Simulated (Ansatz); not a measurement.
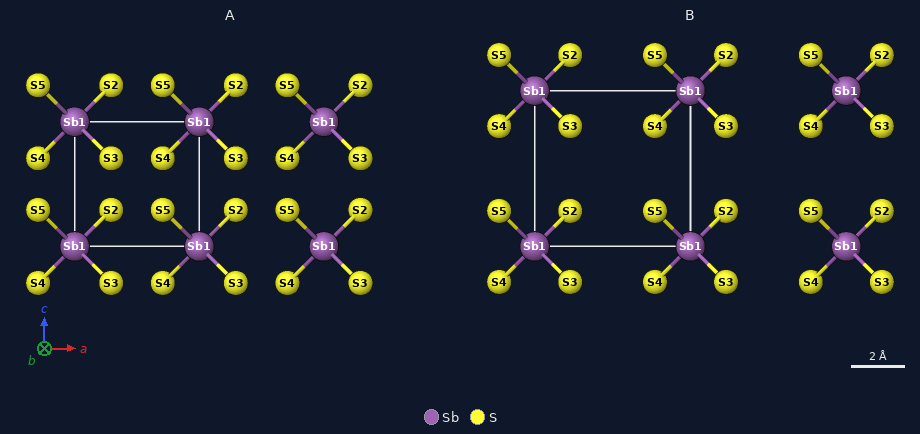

Two geometries of solid SbS$_{4}$ (set up in P-43m) (coarse preliminary run), drawn at one scale. One is the start of a relaxation, the other its converged end. The picture is a ball-and-stick view of the cell of the calculation, repeated 2 × 1 × 1 with one cell outlined, seen along the b axis.

Method: Ansatz, DFT PBE+D3(BJ), scalar-relativistic, plane waves, PAW. Settings: plane-wave cutoff 420 eV; k-point mesh 4 × 4 × 4; occupations gaussian; smearing width 0.1 eV; no spin polarisation; cell and atoms relaxed; force threshold 0.0325 eV/Å; at most 70 steps.

### Which of the two is the end point?

Structure A is the relaxed one. Case: 3 of 3 Li taken out, relaxed. The largest moves relative to the cell, 0.54 Å, are those of S2, S3, S4 and S5. S2 goes along [1 1 1]. Sb stays in place. The volume changes by −48.8 %, with a = b = c 5.944 → 4.754 Å (−20.0 %). Some distances before and after: S2–S3 4.574 → 2.784 Å, Sb1–S2 2.346 → 2.413 Å. The space group stays P-43m (No. 215). The energy falls by 397 meV per atom in 6 accepted moves (7 points after the start). The largest force component goes from 0.039 to 0.027 eV/Å. Pressure: −1.53 GPa at the start and −0.13 GPa at the end. The SCF was repeated once at an unchanged geometry on a basis and grid sized afresh for the cell, which shifted the energy by 0.7 meV per atom at most. Cost: 15 s on 2 threads of Arm Neoverse V2, on a shared host, peak memory 0.4 GiB.
